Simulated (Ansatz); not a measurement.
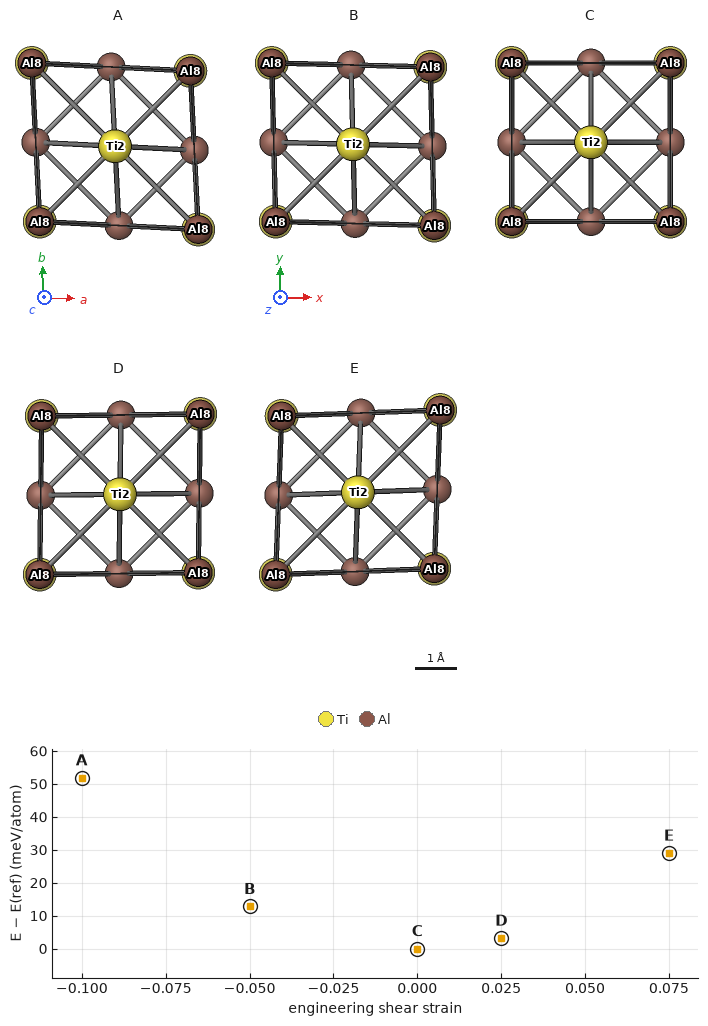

Energy scan for a crystal of Ti$_{3}$Al$_{5}$ (P4/mmm), in which the cell is strained in shear in the xy plane, with the atoms kept at their fractional coordinates. x, y and z are the Cartesian axes of the input. The lettered frames are marked on the plot. The picture is a ball-and-stick view of the cell of the calculation, seen along the c axis.

These are results of Ansatz, DFT r2SCAN, scalar-relativistic, plane waves, PAW, not measurements. Settings: plane-wave cutoff 500 eV; k-point mesh 10 × 10 × 6; occupations gaussian; smearing width 0.15 eV; no spin polarisation. Energies (free energies at the smearing named) are counted from the relaxed crystal.

Question: Read off the main features of the energy profile.

Answer: Of the computed points the lowest is at the strain 0.00, 0.0 meV/atom. At the ends of the scan the energy is 51.8 meV/atom (−0.10) and 29.0 meV/atom (0.075). The distortion takes the space group from P4/mmm to Cmmm. At the strain −0.10 the cell of the drawing goes a 3.898 → 3.903 Å, b 3.898 → 3.903 Å, γ 90.0° → 95.7°.
